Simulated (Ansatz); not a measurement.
# How the conductance of Nb/GaN/Ta changes with thickness, part 2 of 6

Wanted: T(E), the conductance and its decay constant for Nb/GaN/Ta. The lower electrode is Nb bcc(001), the upper one Ta bcc(001); the barrier is GaN zinc blende(001) (N and Ga faces). In the first transport cell, after relaxation, the nearest pair of electrode and barrier is Nb–N at 2.07 Å, along the normal, at the lower face and Ta–Ga at 2.88 Å, at a slant, at the upper one. All share a net of side 3.264 Å, which strains the lower electrode by -1.4 %, the upper one by -1.4 % and the barrier by +1.5 %, against typed lattice constants near PBE's. The first steps treat the bulk electrodes alone.

Ansatz 0.2.0; PBE DFT, plane waves, PAW files (the session's first sound run).

So far: Set-up; The strained electrode, electrode Nb bcc(001).

**3. The strained electrode, electrode Ta bcc(001)**

System of this step: Ta. It takes space group I4/mmm (No. 139, tetragonal). Conventional cell: a = 3.264 Å, b = 3.264 Å, c = 3.342 Å, α = 90.00°, β = 90.00°, γ = 90.00°. Nearest to Ta lie 8 Ta at 2.85 Å.

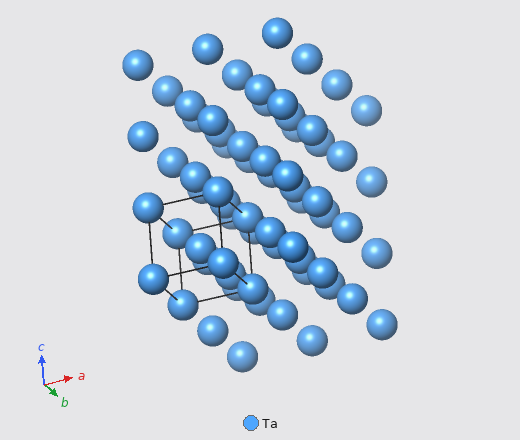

The cell of this step (tantalum blue). 2×3×3 cells are drawn. Some periodic images of atoms are drawn too.

The electrode is held to the junction's net and relaxed along the normal; its spacing is used for the ideal lead layers.

input.yaml

```yaml
crystal:
  lattice:
    - [3.264, 0.0, 0.0]
    - [0.0, 3.264, 0.0]
    - [0.0, 0.0, 3.3422]
  atoms:
    - { symbol: Ta, position: [0.0, 0.0, 0.0] }
    - { symbol: Ta, position: [0.5, 0.5, 0.5] }
kpoints:
  mp_grid: { grid: [10, 10, 9] }
scf:
  occupations: { method: fermi_dirac, width: 0.1 }
  max_iter: 150
hamiltonian:
  xc: pbe
relax:
  f_tol: 0.01
  max_steps: 40
  cell: { fix: [a, b, angles] }
```

The run is started by

```sh
> ansatz run input.yaml --threads 8 --pin off --max-ram 24576MiB --backend cpu --events-out ev --progress --plain --runs-dir out
```

Numbers of over 12 decimals in the logs are rounded to 6 here.

The log of the run:

```text
[...]
Crystal: 2 atoms, lattice volume = 35.607 Å³
Basis set: ecut = 420 eV, 707 PW (Γ), exchange–correlation on 48×48×48 points (8 copies of the dense FFT grid, shifted against one another)
Bands: 17, of which v1, the nominal top of the filled ones, is band 13 counted from 1 (12 counted from 0)
Symmetry: 32 space group operations
[...]
k-points: 105 of 900
[...]
SCF iter   1: F=—  HF=-19864.518752 eV  |F-HF|=—  |Δ(HF+E_count)|=         —  Δρ=2.15e-3  dr2=4.60e-4  ethr=1.77e-3  ⟨swp⟩=5.1  Hψ=7799  notcnv=0
[...]
SCF iter   6: F=-19864.519490 eV  HF=-19864.519490 eV  |F-HF|=1.42e-10  |Δ(HF+E_count)|=   1.35e-8  Δρ=1.17e-6  dr2=2.11e-10  ethr=3.73e-10  ⟨swp⟩=2.2  Hψ=6759  notcnv=0
SCF 1 converged in 6 iterations: F = -19864.519490 eV  dr2 = 2.11e-10
[...]
relax step   1: F+E_penalty+E_count = -19864.51949035 eV  Δ(F+E_penalty+E_count) = +0.000e0 eV  max|allowed force component| = 1.479e-31 eV/Å  Δτ_max = 0.0000 Å  P = +5.941 GPa  Ω = 35.607 Å³  fix = [a, b, alpha, beta, gamma]  reactions: a +6.795, b +6.795 GPa  (6 SCF iters, dr2 threshold 1.00e-7 eV, accepted)
Crystal: 2 atoms, lattice volume = 37.279 Å³
Basis set: ecut = 420 eV, 723 PW (Γ), exchange–correlation on 48×48×48 points (8 copies of the dense FFT grid, shifted against one another)
[...]
SCF iter   6: F=-19864.500902 eV  HF=-19864.500902 eV  |F-HF|=3.64e-12  |Δ(HF+E_count)|=   1.35e-9  Δρ=2.87e-7  dr2=1.35e-11  ethr=6.48e-12  ⟨swp⟩=1.1  Hψ=5398  notcnv=0
SCF 2 converged in 6 iterations: F = -19864.500902 eV  dr2 = 1.35e-11
relax step   2: F+E_penalty+E_count = -19864.50090220 eV  Δ(F+E_penalty+E_count) = +1.859e-2 eV  max|allowed force component| = 3.427e-30 eV/Å  Δτ_max = 0.0000 Å  P = -2.944 GPa  Ω = 37.279 Å³  energy of the carried Pulay correction = -5.909e-4 eV  fix = [a, b, alpha, beta, gamma]  (6 SCF iters, dr2 threshold 2.00e-7 eV, rejected (line search))
Crystal: 2 atoms, lattice volume = 36.226 Å³
[...]
SCF iter   6: F=-19864.526642 eV  HF=-19864.526642 eV  |F-HF|=1.09e-11  |Δ(HF+E_count)|=  4.87e-10  Δρ=1.77e-7  dr2=5.98e-12  ethr=1.00e-12  ⟨swp⟩=4.0  Hψ=8632  notcnv=0
SCF 3 converged in 6 iterations: F = -19864.526642 eV  dr2 = 5.98e-12
relax step   3: F+E_penalty+E_count = -19864.52664182 eV  Δ(F+E_penalty+E_count) = -7.151e-3 eV  max|allowed force component| = 8.677e-30 eV/Å  Δτ_max = 0.0000 Å  P = +2.389 GPa  Ω = 36.226 Å³  energy of the carried Pulay correction = -2.220e-4 eV  fix = [a, b, alpha, beta, gamma]  reactions: a +3.752, b +3.752 GPa  (6 SCF iters, accepted)
[...]
relax step   4: F+E_penalty+E_count = -19864.52670892 eV  Δ(F+E_penalty+E_count) = -6.710e-5 eV  max|allowed force component| = 4.807e-30 eV/Å  Δτ_max = 0.0000 Å  P = +2.641 GPa  Ω = 36.180 Å³  energy of the carried Pulay correction = -2.057e-4 eV  fix = [a, b, alpha, beta, gamma]  reactions: a +3.969, b +3.969 GPa  (6 SCF iters, dr2 threshold 2.00e-7 eV, accepted)
[...]
SCF iter   8: F=-19864.526948 eV  HF=-19864.526948 eV  |F-HF|=7.28e-12  |Δ(HF+E_count)|=  7.28e-12  Δρ=2.14e-10  dr2=8.36e-18  ethr=1.00e-12  ⟨swp⟩=2.3  Hψ=5265  notcnv=0
SCF 5 converged in 8 iterations: F = -19864.526948 eV  dr2 = 8.36e-18
relax step   5: F+E_penalty+E_count = -19864.52694825 eV  Δ(F+E_penalty+E_count) = -2.393e-4 eV  max|allowed force component| = 4.733e-30 eV/Å  Δτ_max = 0.0000 Å  P = +2.649 GPa  Ω = 36.180 Å³  fix = [a, b, alpha, beta, gamma]  reactions: a +3.973, b +3.973 GPa  stress off target by 4.54e-4 GPa on what of the cell is left free  SCF on the basis re-selected at this cell (its energy is not comparable with the rows above)  (8 SCF iters)
[...]
SCF converged after 8 iterations
Free energy (F): -19864.526948 eV
[...]
Internal energy: -19864.436173 eV  (E = F + TS)
E sigma→0 (E₀):  -19864.481561 eV
Entropy (-TS):   -0.090775 eV (-45.388 meV/atom)
Fermi energy:    18.564580 eV
[...]
--- Stress (GPa, compression-positive) ---
        3.972992      -0.000000       0.000000
       -0.000000       3.972992       0.000000
        0.000000       0.000000       0.000454
  P = ⅓ Tr σ = 2.6488 GPa (26.488 kbar)
--- Relaxed structure (4 steps of the walk, 3 accepted, 1 SCFs on fresh bases) ---
[...]
cell:  # Å, volume = 36.1799 Å³
    - [3.264, 0, 0.0]
    - [0, 3.264, 0.0]
    - [0.0, 0.0, 3.395993]
  atoms:
    - { symbol: Ta, position: [0.0, 0.0, 0.0] }
    - { symbol: Ta, position: [0.5, 0.5, 0.500000] }
```

The job ended after 2.1 s (8 threads of Arm Neoverse V2, shared host; peak memory 0.39 GiB).

The steps of the relaxation:

| step | energy less that of the first step (eV) | largest force component (eV/Å) | pressure (GPa) | volume (Å³) |
| --- | --- | --- | --- | --- |
| 1 | 0.0000 | 0.0000 | 5.94 | 35.61 |
| 2 | 0.0186 | 0.0000 | -2.94 | 37.28 |
| 3 | -0.0072 | 0.0000 | 2.39 | 36.23 |
| 4 | -0.0072 | 0.0000 | 2.64 | 36.18 |
| 5* | -0.0075 | 0.0000 | 2.65 | 36.18 |

Relaxation steps marked * repeat the geometry before them on a plane-wave basis chosen anew for their cell, so energy and pressure can jump there. Relaxation step 2 was tried and not accepted.

The run keeps the 32 symmetry operations that it works with, so distortions that break them were not tested.

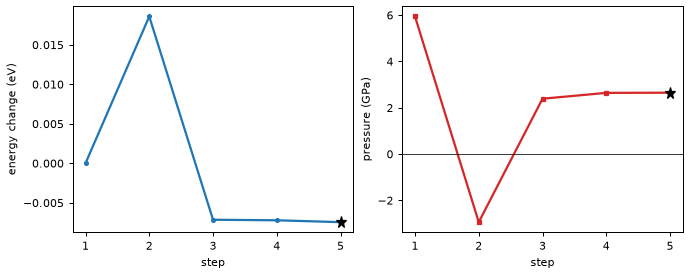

Energy and pressure along the relaxation. Stars mark steps on a basis chosen anew.

```csv
"conventional cell, symmetrised",before,after,change
a (Å),3.264,3.264,+0.0 %
b (Å),3.264,3.264,+0.0 %
c (Å),3.342,3.396,+1.6 %
volume (Å³/atom),17.80,18.09,+1.6 %
```

Final coordinates:

```xyz
2
Lattice="3.2640 0.0000 0.0000 0.0000 3.2640 0.0000 0.0000 0.0000 3.3960" Properties=species:S:1:pos:R:3 pbc="T T T"
Ta    0.0000    0.0000    0.0000
Ta    1.6320    1.6320    1.6980
```

Numbers from this step:

```yaml
free_energy: -19864.5269 eV
fermi_energy: 18.56 eV
pressure: 2.649 GPa
```

The cell grew by 1.6 % in volume.

**4. Relaxation**

System of this step: Nb/GaN/Ta. The cell holds 16 atoms: 4 Nb, 4 N, 4 Ga and 4 Ta. Cell: a = 3.264 Å, b = 3.264 Å, c = 36.877 Å, α = 90.0°, β = 90.0°, γ = 90.0°. Vacuum lies along c.

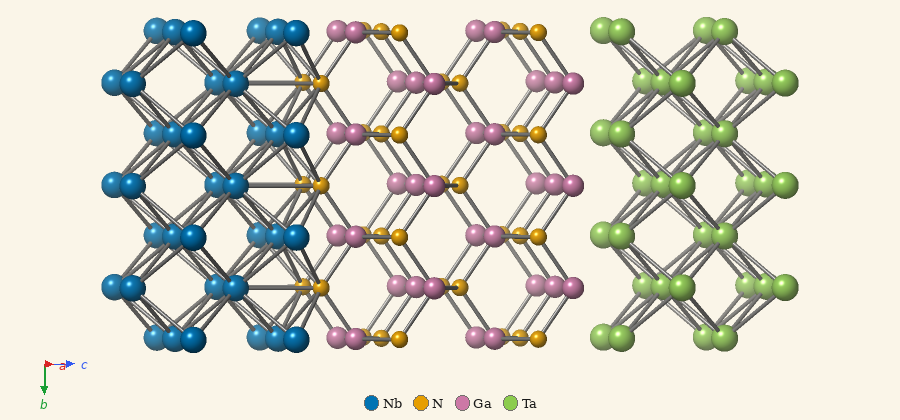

The cell of this step (niobium blue, nitrogen orange, gallium pink, tantalum green). 2×3×1 cells are drawn. Some periodic images of atoms are drawn too.

The starting distances are typed guesses, too rough for a quantity that is exponential in distance. A short slab in vacuum serves: only the barrier and the layers next to it are taken over, and later cells can add or drop layers in the barrier's middle. The dipole correction removes the field that unlike faces would set up across the vacuum.

input.yaml

```yaml
crystal:
  lattice:
    - [3.264, 0.0, 0.0]
    - [0.0, 3.264, 0.0]
    - [0.0, 0.0, 36.8774968398]
  atoms:
    - { symbol: Nb, position: [0.5, 0.5, 0.2169344637] }
    - { symbol: Nb, position: [0.0, 0.0, 0.2622493615] }
    - { symbol: Nb, position: [0.5, 0.5, 0.3075642593] }
    - { symbol: Nb, position: [0.0, 0.0, 0.3528791571] }
    - { symbol: "N", position: [0.5, 0.5, 0.3827076458] }
    - { symbol: Ga, position: [0.5, 0.0, 0.4132398487] }
    - { symbol: "N", position: [0.0, 0.0, 0.4437720515] }
    - { symbol: Ga, position: [0.0, 0.5, 0.4743042543] }
    - { symbol: "N", position: [0.5, 0.5, 0.5048364571] }
    - { symbol: Ga, position: [0.5, 0.0, 0.53536866] }
    - { symbol: "N", position: [0.0, 0.0, 0.5659008628] }
    - { symbol: Ga, position: [0.0, 0.5, 0.5964330656] }
    - { symbol: Ta, position: [0.5, 0.0, 0.6471208429] }
    - { symbol: Ta, position: [0.0, 0.5, 0.6924357407] }
    - { symbol: Ta, position: [0.5, 0.0, 0.7377506385] }
    - { symbol: Ta, position: [0.0, 0.5, 0.7830655363] }
kpoints:
  mp_grid: { grid: [8, 8, 1] }
scf:
  occupations: { method: fermi_dirac, width: 0.1 }
  max_iter: 150
hamiltonian:
  xc: pbe
efield:
  axis: 3
  dipole_correction: true
relax:
  f_tol: 0.04
  max_steps: 60
output:
  forces: true
```

The log of the run:

```text
[...]
Crystal: 16 atoms, lattice volume = 392.882 Å³
Basis set: ecut = 420 eV, 7771 PW (Γ), exchange–correlation on 48×48×500 points (8 copies of the dense FFT grid, shifted against one another)
Bands: 106, of which v1, the nominal top of the filled ones, is band 88 counted from 1 (87 counted from 0)
Symmetry: 4 space group operations
[...]
k-points: 25 of 64
[...]
SCF iter   1: F=—  HF=-74604.007286 eV  |F-HF|=—  |Δ(HF+E_count)|=         —  Δρ=1.28e-2  dr2=5.00e1  ethr=1.77e-3  p=0.016 e·Å  D=7.57e-3 V/Å  ΔV_dip=-0.28 eV  dr2_dipole=6.12e1  V_vac-E_F(+/−)=3.79/4.06 eV  ⟨swp⟩=7.8  Hψ=11491  notcnv=0
efield: sawtooth ramp at fractional position 0.9500 (placed from the atoms, in the widest stretch of the axis that holds none; the zero of the levels goes with the place), width 0.1000; the density the first Hamiltonian is built on has a dipole p = 0.016 e·Å; the dipole correction subtracts the counter field D = 7.57e-3 V/Å, which shifts the + side's vacuum level by -0.28 eV against the − side's; the planar-averaged density in the ramp window peaks in size at 8.9e-5 e/Å³
[...]
SCF iter   2: F=—  HF=-74603.703803 eV  |F-HF|=—  |Δ(HF+E_count)|=   3.03e-1  Δρ=6.12e-3  dr2=1.85e0  ethr=1.77e-3  p=-0.017 e·Å  D=-8.01e-3 V/Å  ΔV_dip=0.30 eV  dr2_dipole=1.11e0  V_vac-E_F(+/−)=3.97/3.68 eV  ⟨swp⟩=2.9  Hψ=3621  notcnv=0  defer=9
[...]
SCF iter   7: F=-74603.658580 eV  HF=-74603.658591 eV  |F-HF|=1.06e-5  |Δ(HF+E_count)|=   2.26e-6  Δρ=5.13e-5  dr2=1.47e-5  ethr=2.27e-8  p=-0.015 e·Å  D=-6.89e-3 V/Å  ΔV_dip=0.25 eV  dr2_dipole=1.62e-9  V_vac-E_F(+/−)=4.04/3.79 eV  ⟨swp⟩=5.0  Hψ=9362  notcnv=0
WARN: efield: at this solve's end the planar-averaged density reaches 1.73e-5 e/Å³ inside the ramp window [0.9229, 0.0771] (bound 1e-5 e/Å³); the window's nearer edge stands 5.16 Å from this solve's nearest atom along the axis. Its work functions, free energy, forces, stress, dipole, levels and responses can be off, and this figure does not tell by how much. A short vacuum, a low `basis.ecutwfc` or `basis.ecutrho_ratio` and negative occupations (`scf.occupations.method`) can put density there. See the manual's quickstart, § The vacuum guard
SCF 1 converged in 7 iterations: F = -74603.658580 eV  dr2 = 1.47e-5
[...]
relax step   1: F+E_penalty+E_count = -74603.65858028 eV  Δ(F+E_penalty+E_count) = +0.000e0 eV  max|allowed force component| = 2.317e0 eV/Å  Δτ_max = 0.0000 Å  (7 SCF iters, dr2 threshold 4.00e-5 eV, accepted)
[...]
SCF iter   1: F=—  HF=-74604.228076 eV  |F-HF|=—  |Δ(HF+E_count)|=         —  Δρ=1.31e-2  dr2=3.46e0  ethr=1.92e-3  p=-0.015 e·Å  D=-6.89e-3 V/Å  ΔV_dip=0.25 eV  dr2_dipole=1.91e0  V_vac-E_F(+/−)=4.07/3.82 eV  ⟨swp⟩=1.0  Hψ=9130  notcnv=0  defer=4
efield: sawtooth ramp at fractional position 0.9500 (handed on by an earlier solve), width 0.1000; the density the first Hamiltonian is built on has a dipole p = -0.015 e·Å; the dipole correction subtracts the counter field D = -6.89e-3 V/Å, which shifts the + side's vacuum level by +0.25 eV against the − side's; the planar-averaged density in the ramp window peaks in size at 2.6e-5 e/Å³
[...]
SCF iter   2: F=—  HF=-74604.047639 eV  |F-HF|=—  |Δ(HF+E_count)|=   1.80e-1  Δρ=6.03e-3  dr2=7.64e-1  ethr=1.92e-3  p=-0.017 e·Å  D=-7.85e-3 V/Å  ΔV_dip=0.29 eV  dr2_dipole=1.25e-1  V_vac-E_F(+/−)=3.87/3.58 eV  ⟨swp⟩=3.0  Hψ=3987  notcnv=0  defer=6
[...]
SCF iter   6: F=-74604.000088 eV  HF=-74604.000128 eV  |F-HF|=4.01e-5  |Δ(HF+E_count)|=   3.93e-5  Δρ=9.14e-5  dr2=6.52e-5  ethr=5.68e-8  p=-0.013 e·Å  D=-5.87e-3 V/Å  ΔV_dip=0.22 eV  dr2_dipole=4.01e-6  V_vac-E_F(+/−)=3.89/3.67 eV  ⟨swp⟩=3.2  Hψ=11133  notcnv=0
[...]
SCF 2 converged in 6 iterations: F = -74604.000088 eV  dr2 = 6.52e-5
[...]
relax step   2: F+E_penalty+E_count = -74604.00008821 eV  Δ(F+E_penalty+E_count) = -3.415e-1 eV  max|allowed force component| = 1.598e0 eV/Å  Δτ_max = 0.1946 Å  (6 SCF iters, dr2 threshold 1.00e-4 eV, accepted)
[...]
SCF iter   6: F=-74604.229712 eV  HF=-74604.229734 eV  |F-HF|=2.23e-5  |Δ(HF+E_count)|=   8.24e-6  Δρ=5.30e-5  dr2=2.63e-5  ethr=5.68e-8  p=-0.011 e·Å  D=-5.12e-3 V/Å  ΔV_dip=0.19 eV  dr2_dipole=6.45e-6  V_vac-E_F(+/−)=3.88/3.69 eV  ⟨swp⟩=3.2  Hψ=10955  notcnv=0
[...]
SCF 3 converged in 6 iterations: F = -74604.229712 eV  dr2 = 2.63e-5
relax step   3: F+E_penalty+E_count = -74604.22971204 eV  Δ(F+E_penalty+E_count) = -2.296e-1 eV  max|allowed force component| = 6.298e-1 eV/Å  Δτ_max = 0.1473 Å  (6 SCF iters, dr2 threshold 1.00e-4 eV, accepted)
[... from here on, the SCF cycles and remarks between the steps are left out ...]
relax step   4: F+E_penalty+E_count = -74604.31855890 eV  Δ(F+E_penalty+E_count) = -8.885e-2 eV  max|allowed force component| = 3.680e-1 eV/Å  Δτ_max = 0.1486 Å  (6 SCF iters, dr2 threshold 6.16e-5 eV, accepted)
relax step   5: F+E_penalty+E_count = -74604.42146792 eV  Δ(F+E_penalty+E_count) = -1.029e-1 eV  max|allowed force component| = 5.057e-1 eV/Å  Δτ_max = 0.1928 Å  (7 SCF iters, dr2 threshold 2.10e-5 eV, accepted)
relax step   6: F+E_penalty+E_count = -74604.56641680 eV  Δ(F+E_penalty+E_count) = -1.449e-1 eV  max|allowed force component| = 5.257e-1 eV/Å  Δτ_max = 0.1992 Å  (7 SCF iters, dr2 threshold 8.73e-5 eV, accepted)
relax step   7: F+E_penalty+E_count = -74604.71125184 eV  Δ(F+E_penalty+E_count) = -1.448e-1 eV  max|allowed force component| = 3.026e-1 eV/Å  Δτ_max = 0.1957 Å  (7 SCF iters, dr2 threshold 1.00e-4 eV, accepted)
relax step   8: F+E_penalty+E_count = -74604.81116211 eV  Δ(F+E_penalty+E_count) = -9.991e-2 eV  max|allowed force component| = 3.399e-1 eV/Å  Δτ_max = 0.1955 Å  (8 SCF iters, dr2 threshold 3.04e-5 eV, accepted)
relax step   9: F+E_penalty+E_count = -74604.22495039 eV  Δ(F+E_penalty+E_count) = +5.862e-1 eV  max|allowed force component| = 2.003e0 eV/Å  Δτ_max = 0.1964 Å  (7 SCF iters, dr2 threshold 3.83e-5 eV, rejected (line search))
relax step  10: F+E_penalty+E_count = -74604.84202546 eV  Δ(F+E_penalty+E_count) = -3.086e-2 eV  max|allowed force component| = 2.001e-1 eV/Å  Δτ_max = 0.0982 Å  (10 SCF iters, accepted)
relax step  11: F+E_penalty+E_count = -74604.84854632 eV  Δ(F+E_penalty+E_count) = -6.521e-3 eV  max|allowed force component| = 2.070e-1 eV/Å  Δτ_max = 0.1000 Å  (7 SCF iters, dr2 threshold 1.39e-5 eV, accepted)
relax step  12: F+E_penalty+E_count = -74604.85334159 eV  Δ(F+E_penalty+E_count) = -4.795e-3 eV  max|allowed force component| = 3.603e-2 eV/Å  Δτ_max = 0.0310 Å  (6 SCF iters, dr2 threshold 1.48e-5 eV, accepted)
[...]
SCF iter   4: F=-74604.853348 eV  HF=-74604.853348 eV  |F-HF|=7.03e-8  |Δ(HF+E_count)|=   1.26e-8  Δρ=2.57e-6  dr2=6.53e-8  ethr=5.68e-11  p=-0.016 e·Å  D=-7.21e-3 V/Å  ΔV_dip=0.27 eV  dr2_dipole=2.43e-8  V_vac-E_F(+/−)=3.92/3.66 eV  ⟨swp⟩=3.8  Hψ=10615  notcnv=0
[...]
SCF 13 converged in 4 iterations: F = -74604.853348 eV  dr2 = 6.53e-8
relax step  13: F+E_penalty+E_count = -74604.85334823 eV  Δ(F+E_penalty+E_count) = -6.643e-6 eV  max|allowed force component| = 3.592e-2 eV/Å  Δτ_max = 0.0000 Å  (4 SCF iters, accepted)
SCF converged after 4 iterations
Free energy (F): -74604.853348 eV
[...]
Internal energy: -74604.509355 eV  (E = F + TS)
E sigma→0 (E₀):  -74604.681351 eV
Entropy (-TS):   -0.343994 eV (-21.500 meV/atom)
Fermi energy:    8.002716 eV
Dipole field:    D = -0.007061 V/Å  (p = -0.015331 e·Å, saw-weighted, corrected)
Work function:   Φ+ = 3.9195 eV   Φ− = 3.6592 eV
Levels:          The Fermi level and band energies are counted from a zero that moves with the ramp; work functions are not
Vacuum region:   at the solve's end the planar-averaged density reaches 2.94e-5 e/Å³ inside the ramp window [0.9229, 0.0771] (bound 1e-5 e/Å³)
[...]
--- Forces (eV/Å), atoms counted from 1 ---
  atom   1  Nb     0.00000000     0.00000000     0.00224276
  atom   2  Nb     0.00000000     0.00000000     0.00864882
  atom   3  Nb     0.00000000     0.00000000    -0.01314922
  atom   4  Nb     0.00000000     0.00000000    -0.01502276
  atom   5  N      0.00000000     0.00000000     0.02912279
  atom   6  Ga     0.00000000     0.00000000    -0.03591218
  atom   7  N      0.00000000     0.00000000    -0.00091518
  atom   8  Ga     0.00000000     0.00000000     0.02931638
  atom   9  N      0.00000000     0.00000000    -0.00450443
  atom  10  Ga     0.00000000     0.00000000     0.00408141
  atom  11  N      0.00000000     0.00000000     0.01977346
  atom  12  Ga     0.00000000     0.00000000    -0.02300852
  atom  13  Ta     0.00000000     0.00000000     0.01063120
  atom  14  Ta     0.00000000     0.00000000    -0.01355752
  atom  15  Ta     0.00000000     0.00000000    -0.00248127
  atom  16  Ta     0.00000000     0.00000000     0.00480272
  max |Σ_I F_I| component: 6.85e-5 eV/Å
--- Relaxed structure (13 steps of the walk, 12 accepted, 0 SCFs on fresh bases) ---
  F+E_penalty+E_count = -74604.85334823 eV   max|allowed force component| = 3.592e-2 eV/Å
  atoms:
    - { symbol: Nb, position: [0.5, 0.5, 0.207812] }
    - { symbol: Nb, position: [0.0, 0.0, 0.247752] }
    - { symbol: Nb, position: [0.5, 0.5, 0.290876] }
    - { symbol: Nb, position: [0.0, 0.0, 0.347991] }
    - { symbol: N, position: [0.5, 0.5, 0.347061] }
    - { symbol: Ga, position: [0.5, 0.0, 0.419854] }
    - { symbol: N, position: [0.0, 0.0, 0.452920] }
    - { symbol: Ga, position: [0.0, 0.5, 0.483222] }
    - { symbol: N, position: [0.5, 0.5, 0.513715] }
    - { symbol: Ga, position: [0.5, 0.0, 0.543963] }
    - { symbol: N, position: [0.0, 0.0, 0.574320] }
    - { symbol: Ga, position: [0.0, 0.5, 0.606509] }
    - { symbol: Ta, position: [0.5, 0.0, 0.653095] }
    - { symbol: Ta, position: [0.0, 0.5, 0.698125] }
    - { symbol: Ta, position: [0.5, 0.0, 0.743583] }
    - { symbol: Ta, position: [0.0, 0.5, 0.785765] }
```

The job ended after 2.4 min (8 threads; peak memory 2.2 GiB).

(Continued in part 3 of 6.)

[Logs are printed without paths, hosts, clocks, repeated set-up lines and the standing remarks that a program may print on its own settings, such as how far it seeks lower states.]

[Hosts, paths, dates, database ids (printed as entryN), source tags and the programs' standing remarks are cut or masked in the printed files.]
